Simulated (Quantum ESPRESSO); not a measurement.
**A series of single points on ZrS**

System: ZrS (Fm-3m, 2 atoms in the cell).
Method: Kohn-Sham DFT of a periodic cell, LDA, GBRV 1.5 LDA, no spin polarisation (Quantum ESPRESSO 7.5).

The 7 runs differ only in the geometry, by an even scaling of the cell at fixed fractional positions. The structure derives from an entry of the Crystallography Open Database.

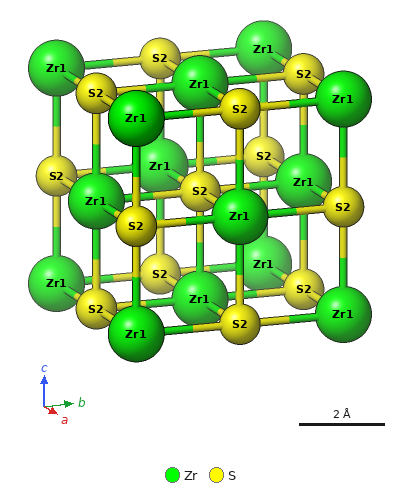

Figure 1. The structure of run 4 (ball-and-stick view of the cell 4 times as large as that of the calculation, set on its symmetry axes, seen slightly off an axis; atoms are numbered from 1 in the order of the input). An atom can appear more than once, as a periodic image.

### Input of run 4
```
&CONTROL
  calculation = 'scf'
  prefix = 'pwscf'
  outdir = './tmp'
  pseudo_dir = './pseudo'
  tprnfor = .true.
  tstress = .true.
  disk_io = 'nowf'
/
&SYSTEM
  ibrav = 0
  nat = 2
  ntyp = 2
  ecutwfc = 45
  ecutrho = 360
  nbnd = 15
  occupations = 'smearing'
  smearing = 'fd'
  degauss = 0.00367493
/
&ELECTRONS
  conv_thr = 4d-10
  electron_maxstep = 120
  mixing_beta = 0.5
/
ATOMIC_SPECIES
Zr    91.2240 zr_lda_v1.uspp.F.UPF
S     32.0600 s_lda_v1.4.uspp.F.UPF
CELL_PARAMETERS angstrom
   0.0000000000    2.6250000000    2.6250000000
   2.6250000000    0.0000000000    2.6250000000
   2.6250000000    2.6250000000    0.0000000000
ATOMIC_POSITIONS crystal
Zr     0.0000000000    0.0000000000    0.0000000000
S      0.5000000000    0.5000000000    0.5000000000
K_POINTS automatic
9 9 9 0 0 0
```

Command:
```bash
OMP_NUM_THREADS=1 mpirun -n 2 pw.x -nk 2 -in pw.in > pw.out
```

Run 3 differs from it as follows:
```diff
-   0.0000000000    2.6250000000    2.6250000000
-   2.6250000000    0.0000000000    2.6250000000
-   2.6250000000    2.6250000000    0.0000000000
+   0.0000000000    2.6073820195    2.6073820195
+   2.6073820195    0.0000000000    2.6073820195
+   2.6073820195    2.6073820195    0.0000000000
```

### Results, with one run withheld

```tsv
run	volume per atom (Å³)	free energy per atom, from the lowest run given (meV)	pressure (GPa)
1	17.003	0.00	−0.92
2	17.364	5.57	−3.98
3	17.726	?	?
4	18.088	35.52	−9.13
5	18.450	58.54	−11.28
6	18.811	86.15	−13.19
7	19.173	117.81	−14.88
```

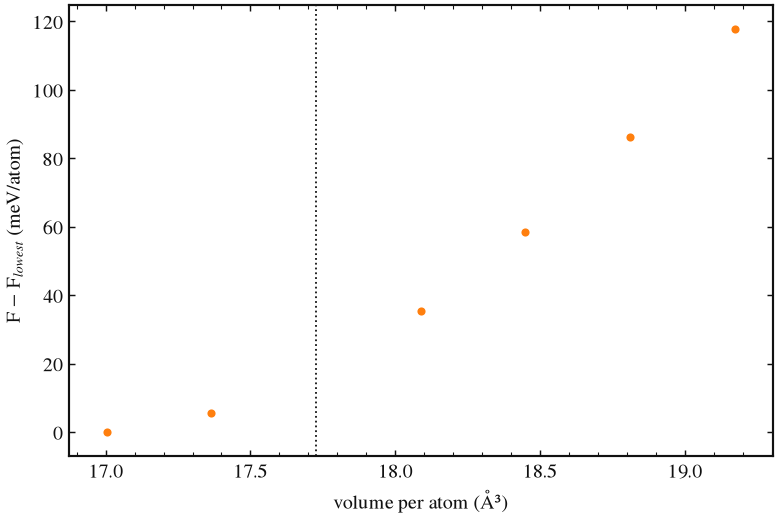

Figure 2. Free energy per atom of the runs given; the dotted line marks run 3.

Fit the runs given and predict run 3.

A cubic polynomial in V^(−2/3) (the Birch–Murnaghan form), fitted to the 6 runs given, misses them by at most 0.03 meV per atom. With x = V^(−2/3) − 0.14495 Å⁻², it reads F = 37.395 − 10891 x + 7.7836e+05 x² + 1.2589e+06 x³ (meV per atom). At run 3 it gives 17.64 meV per atom, and the run itself gives 17.67. The slope of the fit gives a pressure −dF/dV of −6.68 GPa there, and the run prints −6.71 GPa. The fit has no minimum inside this range.

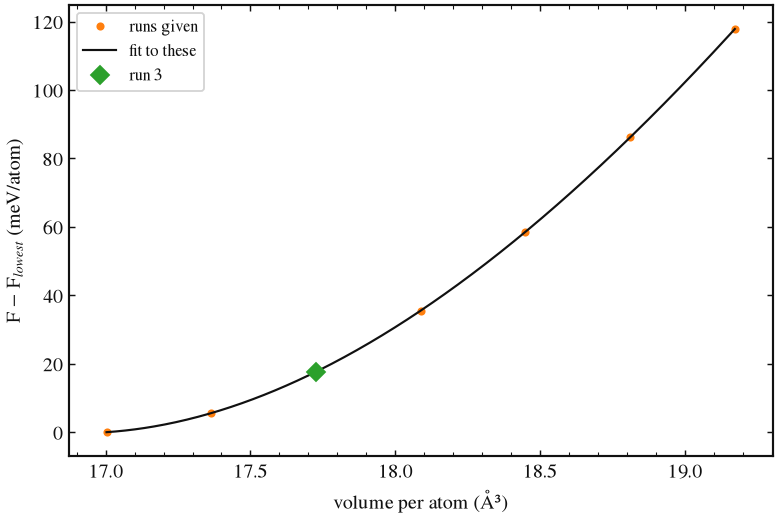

Figure 3. The fit and the withheld run.

### Some lines of the output (run 3)
```
[...]
     number of k points=    35  Fermi-Dirac smearing, width (Ry)=  0.0037
     total energy              =    -123.60775886 Ry
     total energy              =    -123.61788847 Ry
     total energy              =    -123.61872047 Ry
     total energy              =    -123.61877391 Ry
     total energy              =    -123.61879258 Ry
     total energy              =    -123.61879374 Ry
     total energy              =    -123.61879375 Ry
     total energy              =    -123.61879379 Ry
     the Fermi energy is    14.6953 ev
!    total energy              =    -123.61879379 Ry
     The total energy is F=E-TS. E is the sum of the following terms:
     Computing stress (Cartesian axis) and pressure
          total   stress  (Ry/bohr**3)                   (kbar)     P=      -67.05
```

Notes on the run: negative rho.
